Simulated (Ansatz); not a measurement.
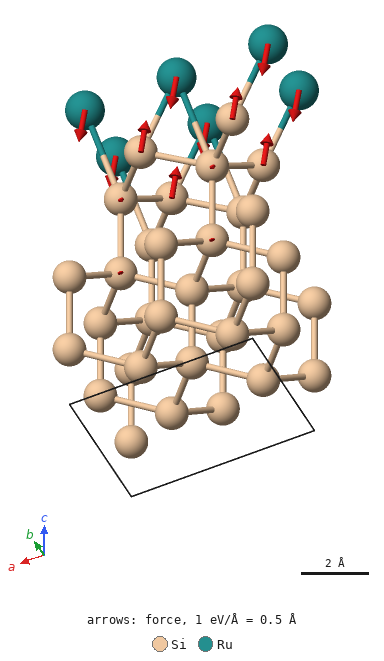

Starting geometry of a slab of composition Si6Ru (cut from the Fd-3m phase) with the computed forces as red arrows. Style: ball-and-stick. Shown: the 2 × 2 repeat of the cell, outlined in the plane, without the vacuum, from a free direction.

Case: Ru put at a bridge Si-Si site. The slab is the (1 1 1) face of Si with Ru on it. 3 atoms are held fixed.

These are results of DFT PBEsol, scalar-relativistic, plane waves, PAW (Ansatz), not measurements.

Input
```yaml
crystal:
  lattice:
    - [3.8417168278, 0.0, 0.0]
    - [-1.9208584139, 3.327024367, 0.0]
    - [0.0, 0.0, 26.0576844733]
  atoms:
    - { symbol: Si, position: [0.3333333333, 0.6666666667, 0.3261993601] }
    - { symbol: Si, position: [0.0, 0.0, 0.3562936366] }
    - { symbol: Si, position: [0.0, 0.0, 0.4465764664] }
    - { symbol: Si, position: [0.6666666667, 0.3333333333, 0.4759187077] }
    - { symbol: Si, position: [0.6666666667, 0.3333333333, 0.5684832977] }
    - { symbol: Si, position: [0.3333333333, 0.6666666667, 0.5943515468] }
    - { symbol: Ru, position: [0.0, 0.5, 0.6833847839], spin: 4.0 }
basis:
  ecutwfc: 420
kpoints:
  mp_grid: { grid: [9, 9, 1] }
hamiltonian:
  xc: pbesol
scf:
  occupations: { method: gaussian, width: 0.05 }
output:
  forces: true
  eigenvalues: true
  populations: true
  write_density: true
  write_potential: true
  elf: true
  volumetric_format: npy
magnetization:
  spin_polarized: true
relax:
  adjacent_minimum: "off"
  f_tol: 0.03
  max_steps: 70
  constraints: [{ sites: [0, 1, 2] }]
efield:
  axis: 3
  dipole_correction: true
  ramp_width: 0.04
```

Launched with:
```bash
ansatz run input.yaml --threads 1 --pin off --max-ram 2560MiB --backend cpu --events-out ev --progress --plain --runs-dir out
```

**What follows when this structure is relaxed?**

It isn't relaxed: the largest force vector, on Si atoms, is 2.08 eV/Å. The final displacements follow the starting forces only in part (cosine between the two patterns 0.59). Over 9 geometry steps the energy falls by 3.127 eV per cell of the calculation. Largest force component: 2.1 eV/Å at the start, 0.027 eV/Å at the end. Ru7 moves most: 1.45 Å at 51° to the normal (−c side). Largest moves by element: Ru 1.45 Å, Si 0.66 Å. The lattice vectors keep their values. Some distances before and after: Si6–Ru7 3.741 → 2.340 Å, Si5–Ru7 3.193 → 2.179 Å, Si5–Si6 2.318 → 2.643 Å, Si6–Ru7 (another image) 2.571 → 2.343 Å. New bonds form: Si6–Ru7 (3.74 → 2.34 Å). Among the angles between lasting bonds that change: Si6–Si5–Ru7 83.9° → 57.1°, Si4–Si5–Ru7 159.7° → 179.9°, Si6–Si5–Si6 111.9° → 93.2°. The program noted that the starting moments weren't kept.

Limits of the set-up: the periodic images lie only 3.8 Å apart, so the values are limited by the cell's size.
